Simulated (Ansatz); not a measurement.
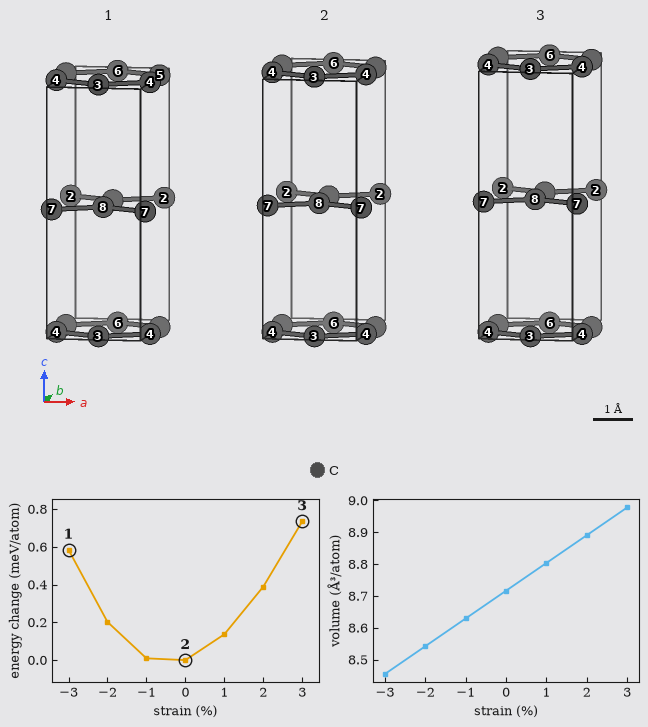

Members of a series of calculations on solid C (set up in Fmmm), marked on the first curve. The picture is a ball-and-stick view of the cell of the calculation, seen slightly off an axis.

These are results of DFT LDA, scalar-relativistic, plane waves, PAW in Ansatz 0.2.0, not measurements. Set-up: plane-wave cutoff 420 eV; k-point mesh 14 × 8 × 6; occupations gaussian; smearing width 0.1 eV; no spin polarisation.

Question: Which kind of strain is it, and how does the structure respond?

Answer: Strain along c alone, the other axes held, atoms relaxed. 1 (strain −3.0 %): energy change 0.6 meV/atom, volume 8.45 Å³ per atom. 2 (strain 0.0 %): energy change 0.0 meV/atom, volume 8.72 Å³ per atom. 3 (strain 3.0 %): energy change 0.7 meV/atom, volume 8.98 Å³ per atom. The rest compares 1 with 3. Cell: a unchanged at 2.446 Å, b unchanged at 4.233 Å, c 6.533 → 6.937 Å (+6.2 %). Volume +6.2 %. 

Limits of the set-up: layers or molecules are held without a dispersion correction, so their spacing is unreliable.
